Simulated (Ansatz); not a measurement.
# Dielectric response of ZnO (10-10) films

How well do thin wurtzite ZnO (10-10) films screen a perpendicular field?

Calculated with Ansatz 0.2.0; plane-wave DFT, PBE, Ansatz PAW, in the first sound run; inputs show where later runs differ.

**1. Set-up**

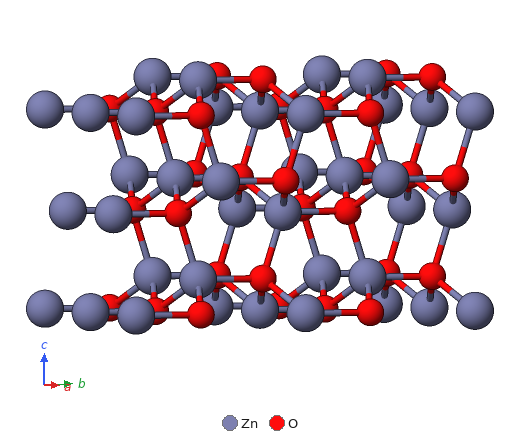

Start, viewed from the side, with the c axis up; zinc blue, oxygen red. 2×2×1 cells are drawn. Some periodic images of atoms are drawn too.

The cell holds 12 atoms: 6 Zn and 6 O. Cell: a = 3.250 Å, b = 5.210 Å, c = 24.567 Å, α = 90.0°, β = 90.0°, γ = 90.0°. It derives from ZnO (wurtzite ZnO). Vacuum lies along c.

**2. Relaxing the film, 12 atoms, units 3**

The structure is relaxed first, because levels and dipoles at a surface follow the positions of the outer atoms.

input.yaml

```yaml
crystal:
  lattice:
    - [3.25, 0.0, 0.0]
    - [0.0, 5.21, 0.0]
    - [0.0, 0.0, 24.567359312]
  atoms:
    - { symbol: Zn, position: [0.0, 0.0, 0.3663397391] }
    - { symbol: O, position: [0.0, 0.382, 0.3663397391] }
    - { symbol: Zn, position: [0.5, 0.5, 0.404528385] }
    - { symbol: O, position: [0.5, 0.882, 0.404528385] }
    - { symbol: Zn, position: [0.5, 0.0, 0.480905677] }
    - { symbol: O, position: [0.5, 0.382, 0.480905677] }
    - { symbol: Zn, position: [0.0, 0.5, 0.519094323] }
    - { symbol: O, position: [0.0, 0.882, 0.519094323] }
    - { symbol: Zn, position: [0.0, 0.0, 0.595471615] }
    - { symbol: O, position: [0.0, 0.382, 0.595471615] }
    - { symbol: Zn, position: [0.5, 0.5, 0.6336602609] }
    - { symbol: O, position: [0.5, 0.882, 0.6336602609] }
kpoints:
  mp_grid: { grid: [8, 6, 1] }
hamiltonian:
  xc: pbe
scf:
  occupations: { method: fixed }
  convergence: { dr2_threshold: 1.0e-09 }
efield:
  axis: 3
  dipole_correction: true
  ramp_position: 0.97
  ramp_width: 0.06
relax:
  f_tol: 0.003
  max_steps: 100
output:
  write_potential: true
  write_density: true
  volumetric_format: npy
```

The run is started by

```bash
$ ansatz run input.yaml --threads 16 --pin off --max-ram 32768MiB --backend cpu --events-out ev --progress --plain --runs-dir out
```

Numbers of over 12 decimals in the logs are rounded to 6 here.

What it wrote:

```text
Engine: ansatz 0.2.0, aarch64-unknown-linux-gnu
Pseudopotentials: kind: paw
Pseudopotential: Zn, paw, valence charge 12, recommended cutoff 420 eV (normal), Zn.paw.azcp
Pseudopotential: O, paw, valence charge 6, recommended cutoff 420 eV (normal), O.paw.azcp
Functional definition: PBE
  parameter kappa = 0.804
  parameter beta = 0.066725
  exchange = pbe_x(kappa = kappa, mu = beta*pi^2/3)
  correlation = pbe_c(beta = beta)
Crystal: 12 atoms, lattice volume = 415.987 Å³
Basis set: ecut = 420 eV, 8177 PW (Γ), exchange–correlation on 48×72×360 points (8 copies of the dense FFT grid, shifted against one another)
Bands: 66, of which v1, the nominal top of the filled ones, is band 54 counted from 1 (53 counted from 0)
Symmetry: 2 space group operations
k-points: 20 of 48 (time reversal used)
Non-local potential: Zn, projectors of the file, l = 0: 2, l = 1: 2, l = 2: 3, l = 3: 1
Non-local potential: O, projectors of the file, l = 0: 2, l = 1: 2, l = 2: 1
PAW form: soft (Blöchl's): semilocal exchange-correlation on the pseudo side does not see the compensation charge
PAW one-centre angular grid: Zn, 590 points (default); XC on 64 Gauss nodes
PAW one-centre angular grid: O, 110 points (default); XC on 64 Gauss nodes
Initial density: superposition of atomic densities (neutral atoms: chi_scale 0, normalization atom), corrected by the library's trained network
Initial wavefunctions: pseudopotential atomic-orbital guess
Functional: x = pbe(κ = 0.804, μ = 0.219515), c = pbe(β = 0.066725)
SCF iter   1: F=—  HF=-23318.546337 eV  |F-HF|=—  |Δ(HF+E_count)|=         —  Δρ=1.34e-3  dr2=6.73e-3  ethr=1.77e-3  p=0.000 e·Å  D=5.00e-14 V/Å  ΔV_dip=-0.00 eV  dr2_dipole=3.70e-8  V_vac-E_F(+/−)=4.94/4.94 eV  ⟨swp⟩=5.4  Hψ=4993  notcnv=0  defer=197
efield: sawtooth ramp at fractional position 0.9700 (set: `efield.ramp_position`, or a place that a band, a saddle search or an elastic batch's reference lends), width 0.0600; the density the first Hamiltonian is built on has a dipole p = 0.000 e·Å; the dipole correction subtracts the counter field D = 5.00e-14 V/Å, which shifts the + side's vacuum level by -0.00 eV against the − side's; the planar-averaged density in the ramp window peaks in size at 4.1e-6 e/Å³
preconditioner: auto → Resta (q_TF=auto, 2.179 Å⁻¹)  ε∞=3.8  [insulator: Δε(μ)=0.495 eV  Ē_g=11.357 eV  n_scr=60 (ndim 8)  ℏωp=18.9 eV  f_vac=0.620  ε∞_Penn≈3.8  vacuum switching on, ρ_ref=9.4e-3 e/Å³]
SCF iter   2: F=—  HF=-23318.548702 eV  |F-HF|=—  |Δ(HF+E_count)|=   2.36e-3  Δρ=5.83e-4  dr2=9.58e-4  ethr=6.24e-6  p=0.000 e·Å  D=2.59e-5 V/Å  ΔV_dip=-0.00 eV  dr2_dipole=2.36e-8  V_vac-E_F(+/−)=5.00/5.00 eV  ⟨swp⟩=3.0  Hψ=2821  notcnv=0  defer=200  κ⁻¹=1.0e0(r=1)
density mixer auto → broyden: gapped, with many states about μ (density of states about μ 0.27 of a free-electron gas's, 60 screened modes)
SCF iter   3: F=—  HF=-23318.549064 eV  |F-HF|=—  |Δ(HF+E_count)|=   3.62e-4  Δρ=3.30e-4  dr2=3.54e-4  ethr=8.87e-7  p=0.000 e·Å  D=4.30e-6 V/Å  ΔV_dip=-0.00 eV  dr2_dipole=8.16e-11  V_vac-E_F(+/−)=5.03/5.03 eV  ⟨swp⟩=2.0  Hψ=2341  notcnv=0  defer=200  κ⁻¹=1.3e-1(r=2)
SCF iter   4: F=—  HF=-23318.549252 eV  |F-HF|=—  |Δ(HF+E_count)|=   1.88e-4  Δρ=9.18e-5  dr2=3.52e-5  ethr=3.28e-7  p=-0.000 e·Å  D=-1.81e-6 V/Å  ΔV_dip=0.00 eV  dr2_dipole=9.80e-11  V_vac-E_F(+/−)=5.05/5.05 eV  ⟨swp⟩=2.0  Hψ=2221  notcnv=0  defer=200  κ⁻¹=9.5e-3(r=3)
SCF iter   5: F=—  HF=-23318.549300 eV  |F-HF|=—  |Δ(HF+E_count)|=   4.84e-5  Δρ=3.71e-5  dr2=4.89e-6  ethr=3.26e-8  p=-0.000 e·Å  D=-4.20e-7 V/Å  ΔV_dip=0.00 eV  dr2_dipole=4.63e-11  V_vac-E_F(+/−)=5.06/5.06 eV  ⟨swp⟩=2.0  Hψ=2307  notcnv=0  defer=200  κ⁻¹=9.4e-4(r=4)
SCF iter   6: F=—  HF=-23318.549349 eV  |F-HF|=—  |Δ(HF+E_count)|=   4.85e-5  Δρ=1.96e-5  dr2=1.50e-6  ethr=4.53e-9  p=0.000 e·Å  D=4.43e-7 V/Å  ΔV_dip=-0.00 eV  dr2_dipole=2.67e-11  V_vac-E_F(+/−)=5.06/5.06 eV  ⟨swp⟩=2.0  Hψ=2256  notcnv=0  defer=193  κ⁻¹=4.7e-4(r=5)
SCF iter   7: F=—  HF=-23318.549350 eV  |F-HF|=—  |Δ(HF+E_count)|=   1.52e-6  Δρ=8.62e-6  dr2=2.54e-7  ethr=1.39e-9  p=0.000 e·Å  D=1.40e-7 V/Å  ΔV_dip=-0.00 eV  dr2_dipole=1.81e-13  V_vac-E_F(+/−)=5.06/5.06 eV  ⟨swp⟩=2.0  Hψ=2176  notcnv=0  defer=193  κ⁻¹=2.2e-5(r=6)
SCF iter   8: F=—  HF=-23318.549350 eV  |F-HF|=—  |Δ(HF+E_count)|=   2.84e-7  Δρ=3.58e-6  dr2=4.80e-8  ethr=2.35e-10  p=0.000 e·Å  D=4.49e-8 V/Å  ΔV_dip=-0.00 eV  dr2_dipole=6.36e-13  V_vac-E_F(+/−)=5.06/5.06 eV  ⟨swp⟩=2.0  Hψ=2193  notcnv=0  defer=193  κ⁻¹=2.1e-5(r=7)
SCF iter   9: F=—  HF=-23318.549350 eV  |F-HF|=—  |Δ(HF+E_count)|=   3.08e-8  Δρ=1.28e-6  dr2=4.31e-9  ethr=4.44e-11  p=-0.000 e·Å  D=-8.43e-8 V/Å  ΔV_dip=0.00 eV  dr2_dipole=2.78e-13  V_vac-E_F(+/−)=5.06/5.06 eV  ⟨swp⟩=2.0  Hψ=2124  notcnv=0  defer=194  κ⁻¹=4.8e-7(r=8)
SCF iter  10: F=—  HF=-23318.549350 eV  |F-HF|=—  |Δ(HF+E_count)|=   2.42e-8  Δρ=6.57e-7  dr2=1.08e-9  ethr=1.00e-12  p=0.000 e·Å  D=4.93e-8 V/Å  ΔV_dip=-0.00 eV  dr2_dipole=1.45e-13  V_vac-E_F(+/−)=5.06/5.06 eV  ⟨swp⟩=8.2  Hψ=8903  notcnv=0  κ⁻¹=3.2e-7(r=8)
SCF iter  11: F=-23318.549350 eV  HF=-23318.549350 eV  |F-HF|=4.47e-10  |Δ(HF+E_count)|=  1.64e-10  Δρ=2.35e-7  dr2=1.82e-10  ethr=1.00e-12  p=0.000 e·Å  D=8.12e-9 V/Å  ΔV_dip=-0.00 eV  dr2_dipole=1.26e-17  V_vac-E_F(+/−)=5.06/5.06 eV  ⟨swp⟩=7.3  Hψ=7738  notcnv=0
SCF 1 converged in 11 iterations: F = -23318.549350 eV  dr2 = 1.82e-10
  greatest PAW one-centre occupation: 0.988 electrons in one spin orbital (limit 2), on the Zn atom at site 10 (counted from 0), in its partial waves of l = 2
relax step   1: F+E_penalty+E_count = -23318.54935040 eV  Δ(F+E_penalty+E_count) = +0.000e0 eV  max|allowed force component| = 1.345e0 eV/Å  Δτ_max = 0.0000 Å  (11 SCF iters, accepted)
Initial density: handed on by an earlier stage of this run
Initial wavefunctions: those handed on with the density
iter 1 solved again at ethr=8.65e-5 eV; its pass at ethr=3.10e-3 eV (dr2=9.34e-2 eV) is discarded
SCF iter   1: F=—  HF=-23318.952405 eV  |F-HF|=—  |Δ(HF+E_count)|=         —  Δρ=5.34e-3  dr2=9.13e-2  ethr=8.65e-5  p=0.000 e·Å  D=8.12e-9 V/Å  ΔV_dip=-0.00 eV  dr2_dipole=8.48e-13  V_vac-E_F(+/−)=5.06/5.06 eV  ⟨swp⟩=1.6  Hψ=4906  notcnv=0  defer=200
[...]
relax step   5: F+E_penalty+E_count = -23319.18526610 eV  Δ(F+E_penalty+E_count) = -4.799e-3 eV  max|allowed force component| = 2.778e-2 eV/Å  Δτ_max = 0.0369 Å  (10 SCF iters, accepted)
[...]
relax step   6: F+E_penalty+E_count = -23319.18577833 eV  Δ(F+E_penalty+E_count) = -5.122e-4 eV  max|allowed force component| = 7.807e-3 eV/Å  Δτ_max = 0.0112 Å  (9 SCF iters, accepted)
[...]
relax step   7: F+E_penalty+E_count = -23319.18579547 eV  Δ(F+E_penalty+E_count) = -1.715e-5 eV  max|allowed force component| = 3.710e-3 eV/Å  Δτ_max = 0.0019 Å  (7 SCF iters, accepted)
SCF iter   1: F=—  HF=-23319.185759 eV  |F-HF|=—  |Δ(HF+E_count)|=         —  Δρ=5.41e-5  dr2=1.32e-5  ethr=1.46e-7  p=-0.000 e·Å  D=-1.71e-8 V/Å  ΔV_dip=0.00 eV  dr2_dipole=8.57e-15  V_vac-E_F(+/−)=5.80/5.80 eV  ⟨swp⟩=2.0  Hψ=2760  notcnv=0  defer=198
efield: sawtooth ramp at fractional position 0.9700 (set: `efield.ramp_position`, or a place that a band, a saddle search or an elastic batch's reference lends), width 0.0600; the density the first Hamiltonian is built on has a dipole p = -0.000 e·Å; the dipole correction subtracts the counter field D = -1.71e-8 V/Å, which shifts the + side's vacuum level by +0.00 eV against the − side's; the planar-averaged density in the ramp window peaks in size at 8.7e-7 e/Å³
preconditioner: auto → Resta (q_TF=auto, 2.179 Å⁻¹)  ε∞=3.6  [insulator: Δε(μ)=1.012 eV  Ē_g=11.682 eV  n_scr=60 (ndim 8)  ℏωp=18.9 eV  f_vac=0.630  ε∞_Penn≈3.6  vacuum switching on, ρ_ref=9.9e-3 e/Å³]
SCF iter   2: F=—  HF=-23319.185754 eV  |F-HF|=—  |Δ(HF+E_count)|=   5.05e-6  Δρ=2.78e-5  dr2=3.16e-6  ethr=1.22e-8  p=-0.000 e·Å  D=-4.48e-9 V/Å  ΔV_dip=0.00 eV  dr2_dipole=1.23e-14  V_vac-E_F(+/−)=5.80/5.80 eV  ⟨swp⟩=2.5  Hψ=2323  notcnv=0  defer=116  κ⁻¹=1.0e0(r=1)
density mixer auto → broyden: gapped, where msr1 would fit the directions that read negative (density of states about μ 0.10 of a free-electron gas's, 60 screened modes)
SCF iter   3: F=—  HF=-23319.185800 eV  |F-HF|=—  |Δ(HF+E_count)|=   4.57e-5  Δρ=9.38e-6  dr2=3.22e-7  ethr=2.92e-9  p=0.000 e·Å  D=1.87e-8 V/Å  ΔV_dip=-0.00 eV  dr2_dipole=2.12e-14  V_vac-E_F(+/−)=5.80/5.80 eV  ⟨swp⟩=2.0  Hψ=2204  notcnv=0  defer=116  κ⁻¹=2.0e-1(r=2)
SCF iter   4: F=—  HF=-23319.185800 eV  |F-HF|=—  |Δ(HF+E_count)|=   5.37e-8  Δρ=3.50e-6  dr2=3.77e-8  ethr=2.98e-10  p=0.000 e·Å  D=4.59e-9 V/Å  ΔV_dip=-0.00 eV  dr2_dipole=1.91e-16  V_vac-E_F(+/−)=5.80/5.80 eV  ⟨swp⟩=2.2  Hψ=2170  notcnv=0  defer=116  κ⁻¹=8.4e-3(r=3)
SCF iter   5: F=—  HF=-23319.185800 eV  |F-HF|=—  |Δ(HF+E_count)|=   4.07e-9  Δρ=1.10e-6  dr2=4.10e-9  ethr=3.49e-11  p=0.000 e·Å  D=1.74e-10 V/Å  ΔV_dip=-0.00 eV  dr2_dipole=3.49e-15  V_vac-E_F(+/−)=5.80/5.80 eV  ⟨swp⟩=2.1  Hψ=2233  notcnv=0  defer=116  κ⁻¹=2.3e-3(r=4)
SCF iter   6: F=-23319.185800 eV  HF=-23319.185800 eV  |F-HF|=7.06e-10  |Δ(HF+E_count)|=   1.13e-9  Δρ=5.15e-7  dr2=6.67e-10  ethr=1.00e-12  p=-0.000 e·Å  D=-7.26e-9 V/Å  ΔV_dip=0.00 eV  dr2_dipole=2.26e-15  V_vac-E_F(+/−)=5.80/5.80 eV  ⟨swp⟩=7.9  Hψ=8050  notcnv=0
SCF 8 converged in 6 iterations: F = -23319.185800 eV  dr2 = 6.67e-10
relax step   8: F+E_penalty+E_count = -23319.18579981 eV  Δ(F+E_penalty+E_count) = -4.341e-6 eV  max|allowed force component| = 3.598e-4 eV/Å  Δτ_max = 0.0008 Å  (6 SCF iters, accepted)
NSCF: frozen V_eff on 20 k-points
the band table was solved once a step of the walk had ended and its energy, with any forces and stress, was formed, with the checks that follow a solve (7282 applications of the Hamiltonian). They found nothing against the state; the energy, forces and stress were not computed again (output.eigenvalues in the input reference)
WARN: The output density's exchange-correlation potential varies sharply where the density is thin. Do not read a vacuum level from v_tot or v_xc, or from such a field of the output density. On a cell that repeats whose density bears no net charge and no dipole along the vacuum's axis use v_es (v_loc + v_h of the components); under efield.dipole_correction with no amplitude use v_es + v_field, which holds any externa [...]
SCF converged after 6 iterations
Stability not checked: this state was not tested for a lower state beside it, because the mixer in use, unlike msr1, does not test its closes by its own steps (another_mixer; see scf.mixing.algorithm and scf.lower_state_search)
Free energy (F): -23319.185800 eV
Harris-Foulkes:  -23319.185800 eV  (|F-HF|=7.06e-10)
Internal energy: -23319.185800 eV  (E = F + TS)
E sigma→0 (E₀):  -23319.185800 eV
Fermi energy:    -1.258893 eV
Dipole field:    D = 0.000000 V/Å  (p = 0.000000 e·Å, saw-weighted, corrected)
Work function:   Φ+ = 5.7963 eV   Φ− = 5.7963 eV
Levels:          The Fermi level and band energies are counted from a zero that moves with the ramp; work functions are not
--- Per-component energies (eV) ---
  E_band       = -739.778662
  E_kinetic    = 1831.387668
  E_local      = -126426.248544  (includes V_loc(G=0)·N_el)
  E_nonlocal   = 4001.280368
  E_hartree    = 61675.884485
  E_xc         = -1258.984271
  E_vxc        = -868.042193  (∫ρ·V_xc dr)
  E_paw        = -11936.391894  (= ΣΔE_a)
  E_vpaw       = -2629.934831  (= ΣTr[D̂ρ^β])
  E_aug_tail   = 0.012480  (compensation charges beyond the density's cutoff)
  E_efield     = 0.000000  (sawtooth field / dipole correction)
  E_vefield    = 0.000000  (∫n·V_field dr)
  E_ewald      = 48793.873908
  E_smearing   = -0.000000  (= −TS)
  E_closure    = 0.000000  (closes the sum)
  Σ components = -23319.185800   (vs F -23319.185800, Δ=0.00e0)
--- Forces (eV/Å), atoms counted from 1 ---
  atom   1  Zn    -0.00000000     0.00005280    -0.00009588
  atom   2  O     -0.00000000    -0.00022974    -0.00005721
  atom   3  Zn    -0.00000000     0.00019571     0.00011290
  atom   4  O      0.00000000     0.00003176     0.00004850
  atom   5  Zn    -0.00000000     0.00030921    -0.00001975
  atom   6  O      0.00000000    -0.00035983     0.00004600
  atom   7  Zn    -0.00000000     0.00030921     0.00001982
  atom   8  O      0.00000000    -0.00035984    -0.00004610
  atom   9  Zn    -0.00000000     0.00019572    -0.00011288
  atom  10  O      0.00000000     0.00003176    -0.00004856
  atom  11  Zn    -0.00000000     0.00005280     0.00009588
  atom  12  O     -0.00000000    -0.00022970     0.00005717
  max |Σ_I F_I| component: 1.58e-7 eV/Å
--- Band table (eV; the first three rows and the last of 20) ---
  k-point 0: bands = [... 50 lower, -1.7677, -1.6050, -1.3746, -1.2589, -0.2471, 0.8817, 2.3457, 3.7413, ... 8 higher]
  k-point 1: bands = [... 50 lower, -1.8001, -1.6589, -1.4480, -1.3279, 0.2041, 1.1242, 2.4341, 3.6482, ... 8 higher]
  k-point 2: bands = [... 50 lower, -1.7900, -1.6861, -1.6147, -1.5032, 1.0830, 1.7262, 2.7077, 3.1737, ... 8 higher]
  k-point 19: bands = [... 50 lower, -2.7733, -2.7733, -2.3283, -2.3283, 3.8449, 3.8449, 4.4345, 4.4345, ... 8 higher]
--- Relaxed structure (8 steps of the walk, 8 accepted, 0 SCFs on fresh bases) ---
  F+E_penalty+E_count = -23319.18579981 eV   max|allowed force component| = 3.598e-4 eV/Å
  atoms:
    - { symbol: Zn, position: [9.829701810663551e-18, 0.030894, 0.378052] }
    - { symbol: O, position: [-3.667260289902884e-18, 0.379920, 0.361970] }
    - { symbol: Zn, position: [0.5, 0.494553, 0.396435] }
    - { symbol: O, position: [0.5, 0.873851, 0.404584] }
    - { symbol: Zn, position: [0.5, -0.00688089, 0.484760] }
    - { symbol: O, position: [0.5, 0.373663, 0.478000] }
    - { symbol: Zn, position: [-3.2344103926703923e-18, 0.493119, 0.515240] }
    - { symbol: O, position: [2.4387918685894212e-18, 0.873663, 0.522000] }
    - { symbol: Zn, position: [6.79260700336206e-18, -0.00544715, 0.603565] }
    - { symbol: O, position: [0, 0.373851, 0.595416] }
    - { symbol: Zn, position: [0.5, 0.530894, 0.621948] }
    - { symbol: O, position: [0.5, 0.879920, 0.638030] }
```

It took 35 s on 16 threads of Arm Neoverse V1, shared host; peak memory 2.4 GiB.

The steps of the relaxation:

| step | energy less that of the first step (eV) | largest force component (eV/Å) |
| --- | --- | --- |
| 1 | 0.0000 | 1.3452 |
| 2 | -0.3723 | 0.8642 |
| 3 | -0.5917 | 0.4900 |
| 4 | -0.6311 | 0.0904 |
| 5 | -0.6359 | 0.0278 |
| 6 | -0.6364 | 0.0078 |
| 7 | -0.6364 | 0.0037 |
| 8 | -0.6364 | 0.0004 |

The run keeps the 2 symmetry operations that it works with, so distortions that break them were not tested.

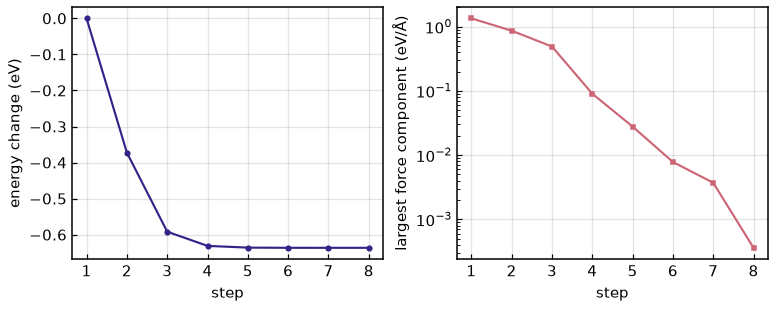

Energy and largest force along the relaxation.

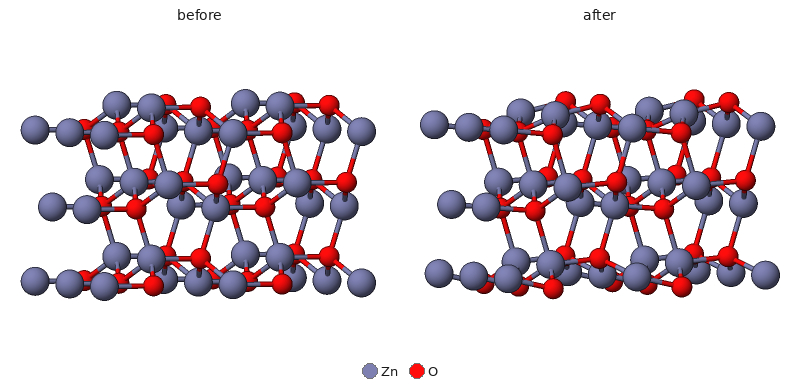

The structure before and after the relaxation, drawn at the same scale.

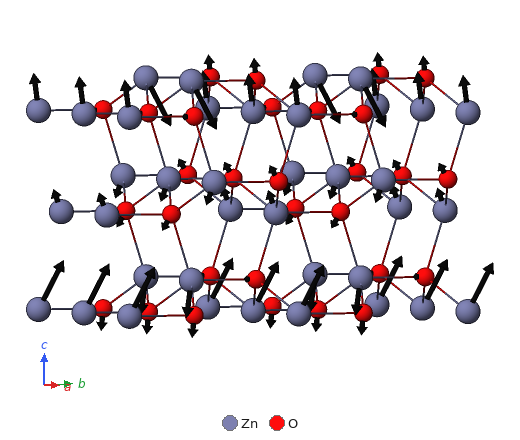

Displacements in the relaxation, exaggerated; the longest in the cell stands for 0.33 Å. 2×2×1 cells are drawn. Some periodic images of atoms are drawn too.

The atoms that moved most (Å):

| atom | dx | dy | dz | length |
| --- | --- | --- | --- | --- |
| Zn1 | 0.000 | 0.161 | 0.288 | 0.330 |
| Zn11 | 0.000 | 0.161 | -0.288 | 0.330 |
| Zn9 | 0.000 | -0.028 | 0.199 | 0.201 |
| Zn3 | 0.000 | -0.028 | -0.199 | 0.201 |
| O12 | 0.000 | -0.011 | 0.107 | 0.108 |
| O2 | 0.000 | -0.011 | -0.107 | 0.108 |
| Zn7 | 0.000 | -0.036 | -0.095 | 0.101 |
| Zn5 | 0.000 | -0.036 | 0.095 | 0.101 |

This step gave:

```yaml
gap_on_the_k_mesh: 1.012 eV
dipole_along_the_normal: 8.52e-8 e·Å
ionisation_energy_upper_face: 5.796 eV
electron_affinity_upper_face: 4.784 eV
```

Running mean over 2.815 Å of the planar mean; the ramp of the sawtooth is left out. The electron's electrostatic potential energy less the highest filled level by z:

| z (Å) | electron's electrostatic potential energy less the highest filled level (eV) |
| --- | --- |
| 4 | 5.80 |
| 6 | 5.78 |
| 8 | 1.60 |
| 10 | -3.82 |
| 12 | -3.61 |
| 14 | -3.95 |
| 16 | -1.41 |
| 18 | 5.70 |
| 20 | 5.80 |

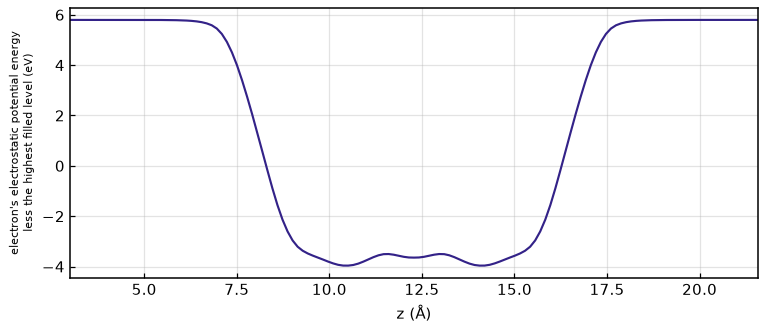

Electron's electrostatic potential energy less the highest filled level, plotted against z.

The relaxation took 8 steps and lowered the energy by 0.64 eV; the largest force on the free atoms ends at 3.6e-4 eV/Å.

The gap is 1.01 eV, with the valence edge 5.80 eV and the conduction edge 4.78 eV under the upper vacuum level.

[end of part 1 of 7]

[Logs are printed without paths, hosts, clocks, repeated set-up lines and the standing remarks that a program may print on its own settings, such as how far it seeks lower states.]

[Hosts, paths, dates, database ids (printed as entryN), source tags and the programs' standing remarks are cut or masked in the printed files.]

[Maps of the electrostatic potential energy from Ansatz leave out the sawtooth potential of an applied field or a dipole correction, so their vacuum need not be flat; planar profiles and work functions include it.]
